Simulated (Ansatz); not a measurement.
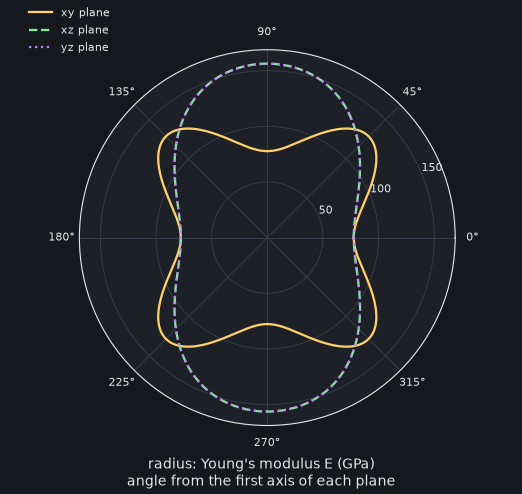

Caption: Young's modulus as a function of direction in the xy, xz and yz planes for Al₃Cu, space group P4/mmm (No. 123).

Over all directions E runs from 78 to 156 GPa, a ratio of 2.0. E is 78 GPa along x, 78 GPa along y and 156 GPa along z, and 133 GPa along the body diagonal x + y + z. The Hill averages are K = 108 GPa and G = 46 GPa with the ions clamped, Poisson's ratio 0.32; K/G = 2.38, above Pugh's empirical 1.75, a sign of ductile behaviour in a metal.

How it was computed, with Ansatz 0.2.0: elastic stress-strain coefficients at zero temperature from small strains of the given cell, Voigt order xx yy zz yz xz xy, Cartesian axes of the cell vectors; plane waves with PAW datasets, Γ-centred k mesh. Level: LDA, no spin polarisation.

```
         setting        value
     wave cutoff       420 eV
          k mesh      16×16×6
     occupations  Fermi–Dirac
  smearing width      0.15 eV
            ions      clamped
strain amplitude        0.005
```

The given structure:
```xyz
4
Lattice="2.7611 0.0000 0.0000 0.0000 2.7611 0.0000 0.0000 0.0000 7.4981" Properties=species:S:1:pos:R:3 pbc="T T T"
Al    0.0000    0.0000    3.7491
Al    1.3805    1.3805    1.6501
Al    1.3805    1.3805    5.8480
Cu    0.0000    0.0000    0.0000
```

Limits of the calculation: metal sensitive to the k mesh.
